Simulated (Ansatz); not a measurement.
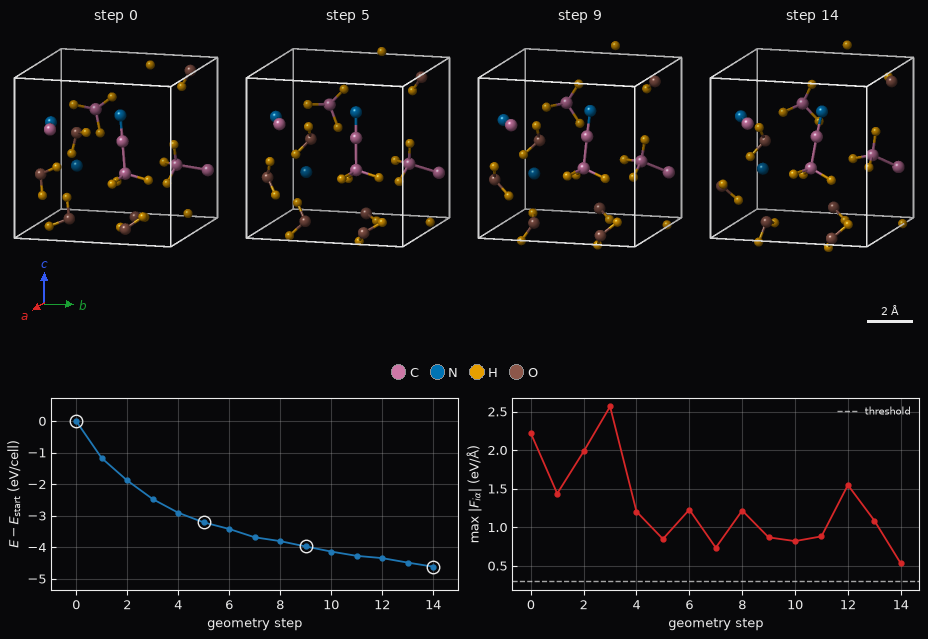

Frames of a relaxation of an amorphous cell of composition H$_{7}$C$_{2}$NO$_{2}$, marked on the history of the run. The picture is a ball-and-stick view of the cell of the calculation, seen slightly off an axis.

The cell holds 3 CH3CN + 6 H2O. The run prepares the start of a later molecular dynamics calculation, from a guessed geometry.

Computed with DFT PBE-D3(BJ), scalar-relativistic, plane waves, PAW in Ansatz 0.2.0.

The input:
```yaml
accuracy: low
crystal:
  lattice:
    - [7.348979, 0.0, 0.0]
    - [0.0, 7.348979, 0.0]
    - [0.0, 0.0, 7.348979]
  atoms:
    - { symbol: C, position: [0.7027329, 0.6194442, 0.382235] }
    - { symbol: C, position: [0.683471, 0.5967603, 0.5787712] }
    - { symbol: "N", position: [0.6679338, 0.5784627, 0.7373038] }
    - { symbol: H, position: [0.6834986, 0.7619786, 0.3451313] }
    - { symbol: H, position: [0.8381561, 0.5765053, 0.3388817] }
    - { symbol: H, position: [0.6013953, 0.5373385, 0.311157] }
    - { symbol: C, position: [0.1461464, 0.2639216, 0.6635382] }
    - { symbol: C, position: [-0.0453212, 0.2137278, 0.6817815] }
    - { symbol: "N", position: [-0.1997652, 0.1732399, 0.6964971] }
    - { symbol: H, position: [0.1774511, 0.3790026, 0.7520768] }
    - { symbol: H, position: [0.2328161, 0.149386, 0.7013887] }
    - { symbol: H, position: [0.1757986, 0.3020769, 0.5230832] }
    - { symbol: C, position: [0.2535917, 0.8131374, 0.3666215] }
    - { symbol: C, position: [0.1680167, 0.9881409, 0.3270895] }
    - { symbol: "N", position: [0.0989891, 1.1293044, 0.2952016] }
    - { symbol: H, position: [0.3619004, 0.7859477, 0.2686795] }
    - { symbol: H, position: [0.3117867, 0.8144362, 0.5032757] }
    - { symbol: H, position: [0.1530686, 0.7040959, 0.3583898] }
    - { symbol: O, position: [0.5911488, 0.228559, 0.0592651] }
    - { symbol: H, position: [0.6271945, 0.1107274, 0.0125044] }
    - { symbol: H, position: [0.5659102, 0.2059564, 0.1866318] }
    - { symbol: O, position: [0.1571242, 0.5215688, 1.0063261] }
    - { symbol: H, position: [0.2524588, 0.6101361, 1.0272378] }
    - { symbol: H, position: [0.0639186, 0.5895077, 0.9425519] }
    - { symbol: O, position: [0.2341162, 0.8965456, 0.9552412] }
    - { symbol: H, position: [0.2008513, 0.8310899, 0.8457918] }
    - { symbol: H, position: [0.1468316, 0.8551726, 1.0449063] }
    - { symbol: O, position: [0.7665385, 0.0976227, 0.3623543] }
    - { symbol: H, position: [0.8008966, 0.2114698, 0.4191744] }
    - { symbol: H, position: [0.7921892, 0.1167789, 0.2345059] }
    - { symbol: O, position: [0.8160184, 0.6543129, 0.0586814] }
    - { symbol: H, position: [0.7021898, 0.5891239, 0.0458916] }
    - { symbol: H, position: [0.7854439, 0.7571404, 0.1352442] }
    - { symbol: O, position: [0.4629861, 0.2380083, 0.5729428] }
    - { symbol: H, position: [0.5576887, 0.3264918, 0.5968642] }
    - { symbol: H, position: [0.4770939, 0.2100268, 0.4449266] }
basis:
  ecutwfc: 420.0
kpoints:
  mp_grid: { grid: [1, 1, 1] }
hamiltonian:
  xc: pbe
  dispersion: d3bj
scf:
  occupations: { method: fermi_dirac, width: 0.05 }
  lower_state_search: "off"
relax:
  f_tol: 0.3
  max_steps: 15
  adjacent_minimum: "off"
output:
  write_density: true
  write_potential: true
  elf: true
  volumetric_format: npy
```

Command:
```bash
ansatz run input.yaml --threads 1 --pin off --max-ram 3072MiB --backend cpu --events-out ev --progress --plain --runs-dir out
```

> What happens along the run?

The relaxation stopped without meeting its thresholds, so the last structure isn't shown to be converged. It used up its limit of 15 steps. The atom that moves furthest is H29 (1.60 Å roughly along [0 −3 −2]). Largest moves by element: H 1.60 Å, O 1.18 Å, C 0.60 Å, N 0.53 Å. The cell doesn't change. Some distances before and after: O28–H30 0.969 → 1.012 Å, C13–C14 1.461 → 1.439 Å, O19–H20 0.969 → 0.988 Å, C2–N3 1.178 → 1.161 Å. Bond angles that change, for instance: H26–O25–H27 104.0° → 99.1°, H35–O34–H36 104.0° → 100.0°, H17–C13–H18 108.8° → 112.3°. The energy falls by 4.616 eV per cell of the calculation in 14 geometry steps. Largest force component: 2.2 eV/Å at the start, 0.53 eV/Å at the end. From step 0 to 5: H29 moves most (0.93 Å), energy −3.211 eV per cell of the calculation. From step 5 to 9: H21 moves most (0.63 Å), energy −0.764 eV per cell of the calculation. From step 9 to 14: H atoms move most (0.80 Å), energy −0.641 eV per cell of the calculation.

| step | E − E(0), meV/atom | largest force component, eV/Å |
| --- | --- | --- |
| 0 | 0.00 | 2.2217 |
| 1 | -32.58 | 1.4371 |
| 2 | -52.31 | 1.9829 |
| 3 | -68.67 | 2.5664 |
| 4 | -80.71 | 1.2035 |
| 5 | -89.20 | 0.8480 |
| 6 | -95.01 | 1.2288 |
| 7 | -102.33 | 0.7349 |
| 8 | -105.72 | 1.2172 |
| 9 | -110.42 | 0.8691 |
| 10 | -114.91 | 0.8202 |
| 11 | -118.70 | 0.8821 |
| 12 | -120.67 | 1.5480 |
| 13 | -124.62 | 1.0876 |
| 14 | -128.22 | 0.5316 |

Limits of the set-up: the program's low-accuracy preset was used; the periodic images lie only 7.3 Å apart, so the values are limited by the cell's size.
